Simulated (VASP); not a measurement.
## A series of single points on Cu$_{3}$O$_{2}$

System: Cu$_{3}$O$_{2}$ (5 atoms in the cell).
Method: Kohn-Sham DFT of a periodic cell, PBEsol, VASP PAW PBE potentials, recommended, no spin polarisation (VASP 6.6.1).

The 7 runs differ only in the geometry, by an even scaling of the cell at fixed fractional positions. The structure derives from a Materials Project entry.

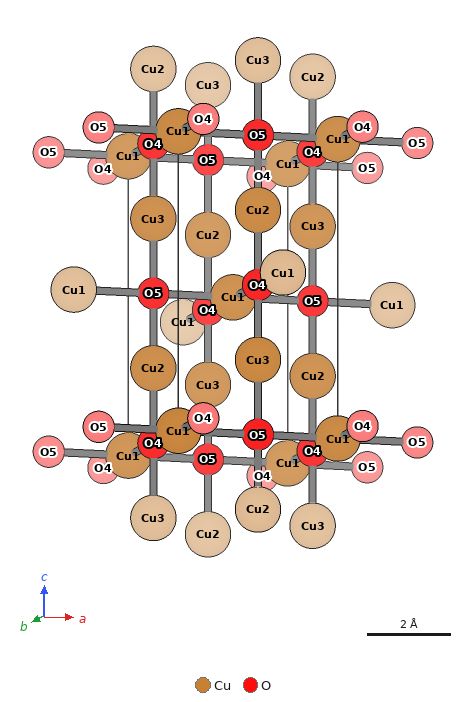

Figure 1. The structure of run 4 (ball-and-stick view of the cell 2 times as large as that of the calculation, set on its symmetry axes, seen at an oblique angle; neighbours outside the cell are drawn fainter; atoms are numbered from 1 in the order of the input). An atom can appear more than once, as a periodic image.

## INCAR of run 4
```
SYSTEM = Cu3O2
  PREC = Accurate
  ENCUT = 520
  EDIFF = 1E-7
  ISMEAR = -1
  SIGMA = 0.05
  LREAL = .FALSE.
  LASPH = .TRUE.
  NELM = 80
  ALGO = Normal
  ISIF = 2
  LWAVE = .FALSE.
  LCHARG = .FALSE.
  GGA = PS
  NBANDS = 30
  KPAR = 2
```

## KPOINTS of run 4
```
regular mesh
0
G
  9 9 9
  0 0 0
```

## POSCAR of run 4
```
Cu3O2
1.0
   -2.0229820000      2.0229820000      3.6736170000
    2.0229820000     -2.0229820000      3.6736170000
    2.0229820000      2.0229820000     -3.6736170000
Cu O
3 2
Direct
    0.0000000000      0.0000000000      0.0000000000
    0.7500000000      0.2500000000      0.5000000000
    0.2500000000      0.7500000000      0.5000000000
    0.5000000000      0.0000000000      0.5000000000
    0.0000000000      0.5000000000      0.5000000000
```

Command:
```bash
cat potpaw_PBE.64/Cu/POTCAR potpaw_PBE.64/O/POTCAR > POTCAR
mpirun -np 2 vasp_std > vasp.out
```

Lattice vectors (Å) and fractional positions of run 4:
```
  -2.022982    2.022982    3.673617
   2.022982   -2.022982    3.673617
   2.022982    2.022982   -3.673617
Cu  0.000000  0.000000  0.000000
Cu  0.750000  0.250000  0.500000
Cu  0.250000  0.750000  0.500000
O   0.500000  0.000000  0.500000
O  -0.000000  0.500000  0.500000
```

Run 3 differs from it as follows:
```diff
-   -2.0229820000      2.0229820000      3.6736170000
-    2.0229820000     -2.0229820000      3.6736170000
-    2.0229820000      2.0229820000     -3.6736170000
+   -2.0094045305      2.0094045305      3.6489611095
+    2.0094045305     -2.0094045305      3.6489611095
+    2.0094045305      2.0094045305     -3.6489611095
```

## Results, with one run withheld

```csv
run,volume per atom (Å³),"free energy per atom, from the lowest run given (meV)",pressure (GPa)
1,11.306,3.04,3.54
2,11.546,0.00,0.19
3,11.787,?,?
4,12.027,7.67,−5.45
5,12.268,17.35,−7.79
6,12.508,30.34,−9.86
7,12.749,46.26,−11.69
```

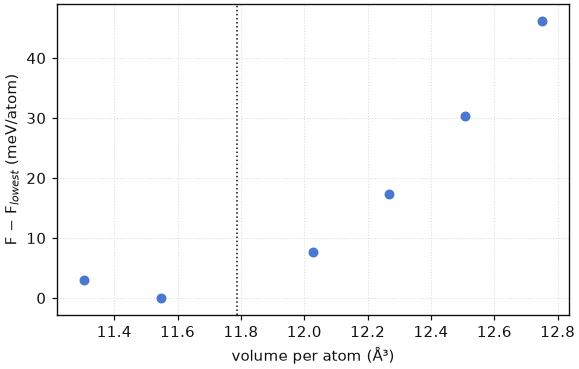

Figure 2. Free energy per atom of the runs given; the dotted line marks run 3.

Fit the runs given and predict run 3.

A cubic polynomial in V^(−2/3) (the Birch–Murnaghan form), fitted to the 6 runs given, misses them by at most 0.02 meV per atom. With x = V^(−2/3) − 0.19026 Å⁻², it reads F = 8.4271 − 3254.4 x + 3.091e+05 x² + 7.3722e+05 x³ (meV per atom). At run 3 it gives 1.73 meV per atom, and the run itself gives 1.72. The slope of the fit gives a pressure −dF/dV of −2.62 GPa there, and the run prints −2.78 GPa. The two needn't agree exactly: the fit is approximate, and the printed stress is taken on a finite basis. The fit has its minimum at 11.575 Å³ per atom, where V d²F/dV² gives 151 GPa. Cell shape and fractional positions are held, so this is the stiffness under even scaling; the relaxed bulk modulus wasn't computed.

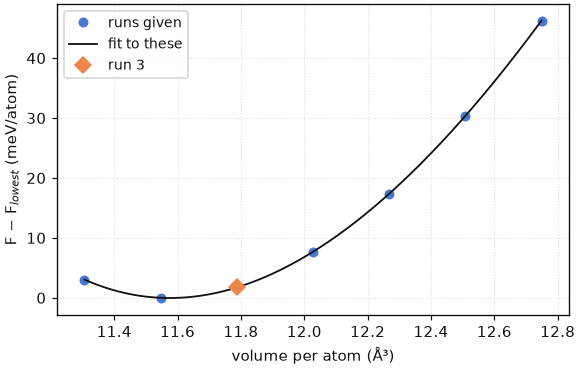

Figure 3. The fit and the withheld run.

## OSZICAR and lines of OUTCAR (run 3)
```
N       E                     dE             d eps       ncg     rms          rms(c)
DAV:   1     0.433886694257E+03    0.43389E+03   -0.20862E+04  4660   0.235E+03
DAV:   2     0.365993324642E+02   -0.39729E+03   -0.37369E+03  4560   0.442E+02
DAV:   3    -0.288596531450E+02   -0.65459E+02   -0.61869E+02  6046   0.203E+02
DAV:   4    -0.322003934265E+02   -0.33407E+01   -0.33157E+01  6232   0.508E+01
DAV:   5    -0.322392769430E+02   -0.38884E-01   -0.38869E-01  5986   0.567E+00    0.196E+01
DAV:   6    -0.293131390349E+02    0.29261E+01   -0.59487E+01  6378   0.169E+02    0.148E+01
DAV:   7    -0.249101705472E+02    0.44030E+01   -0.17085E+01  5694   0.116E+02    0.313E+00
DAV:   8    -0.250731005072E+02   -0.16293E+00   -0.24631E+00  6488   0.145E+01    0.210E+00
DAV:   9    -0.250195297763E+02    0.53571E-01   -0.21034E-01  6640   0.168E+01    0.172E+00
DAV:  10    -0.249937134753E+02    0.25816E-01   -0.18516E-01  6982   0.147E+01    0.811E-01
DAV:  11    -0.249879216883E+02    0.57918E-02   -0.27268E-02  6952   0.286E+00    0.699E-01
DAV:  12    -0.249815147251E+02    0.64070E-02   -0.19917E-02  6944   0.137E+00    0.165E-01
DAV:  13    -0.249815351062E+02   -0.20381E-04   -0.16802E-03  6010   0.468E-01    0.122E-01
DAV:  14    -0.249813997834E+02    0.13532E-03   -0.46592E-04  7378   0.360E-01    0.203E-02
DAV:  15    -0.249814014148E+02   -0.16314E-05   -0.58559E-05  6408   0.947E-02    0.565E-03
DAV:  16    -0.249814011955E+02    0.21939E-06   -0.42328E-06  6666   0.318E-02    0.155E-03
DAV:  17    -0.249814012838E+02   -0.88343E-07   -0.37647E-07  4836   0.717E-03
   1 F= -.24981401E+02 E0= -.24973226E+02  d E =-.163509E-01
[... from OUTCAR:]
  free energy    TOTEN  =       -24.98140128 eV
  energy without entropy =      -24.96505034  energy(sigma->0) =      -24.97322581
 E-fermi :   4.4337     XC(G=0): -11.5263     alpha+bet :-10.6119
  free  energy   TOTEN  =       -24.9814012838 eV
  energy  without entropy=      -24.9650503448  energy(sigma->0) =      -24.97322581
```

Notes: The run has no spin polarisation, so a magnetic state may lie lower.
